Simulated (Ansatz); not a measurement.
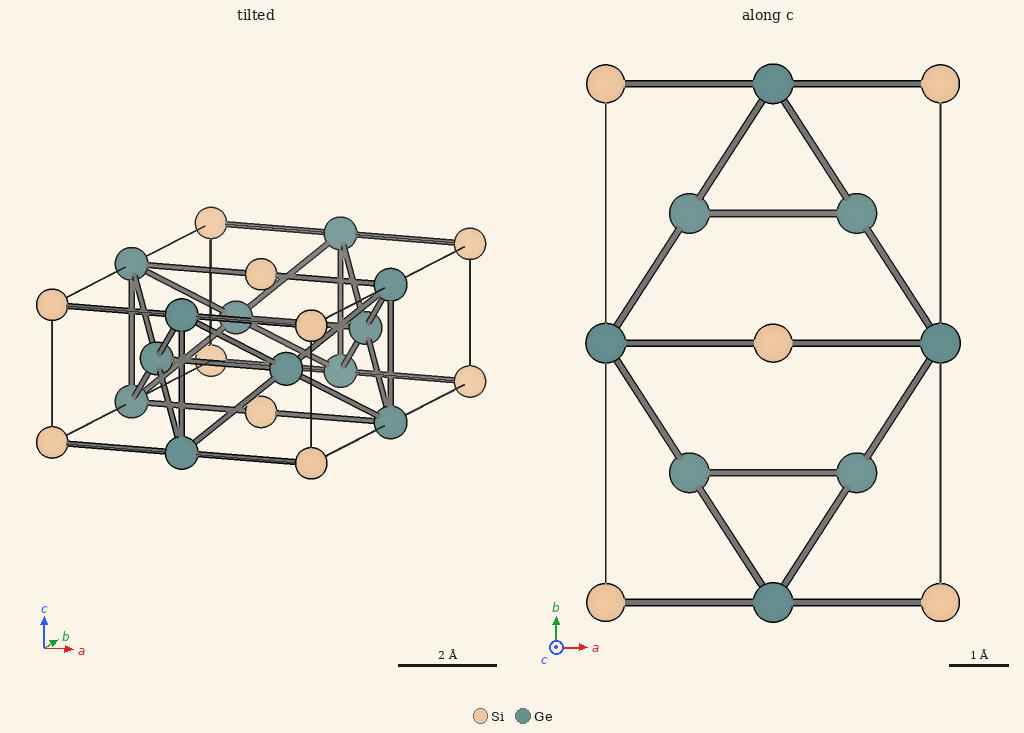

Structure drawing (ball-and-stick), viewed slightly off an axis and along the c axis. The conventional unit cell is outlined; an atom on or near a face, edge or corner is repeated at each equivalent position. Cell: a = 5.74 Å, b = 8.89 Å, c = 2.90 Å, α = 90.00°, β = 90.00°, γ = 90.00°.

The starting point was a structure type filled with these elements by a generator (whether the compound takes this form wasn't checked). Earlier steps of the study may have refined or changed the cell and positions. It was run through Ansatz as a DFT input.

### In words:

It has the composition SiGe3. Space group: Cmmm (No. 65). Lattice: base-centred orthorhombic. Atoms per cell: 8 (2 Si, 6 Ge). Counting contacts within bonding distance, the coordination numbers are Si 2 and Ge 8 to 12 (mean 9.3).

Computational set-up: DFT PBE, scalar-relativistic, plane waves, PAW (Ansatz), a 420 eV plane-wave basis, k-points about 0.14 Å⁻¹ apart, Gaussian smearing of 0.1 eV, no spin polarisation.

### What is the electronic character?

A metal: bands cross the Fermi level.

### List the Bader charges.

Si -0.06 e; Ge +0.02 e.

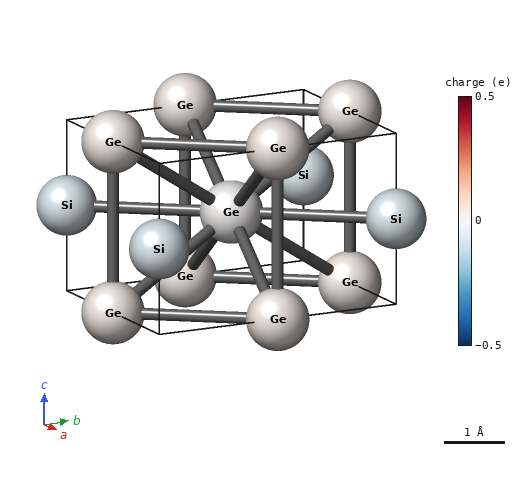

The atoms coloured by those charges. The run's cell of 4 atoms is drawn, so axes and origin can differ from the first picture.

### Is this the optimised geometry for these settings?

Yes. All forces vanish to within 0.01 eV/Å. The pressure is 0.0 GPa, close to zero.
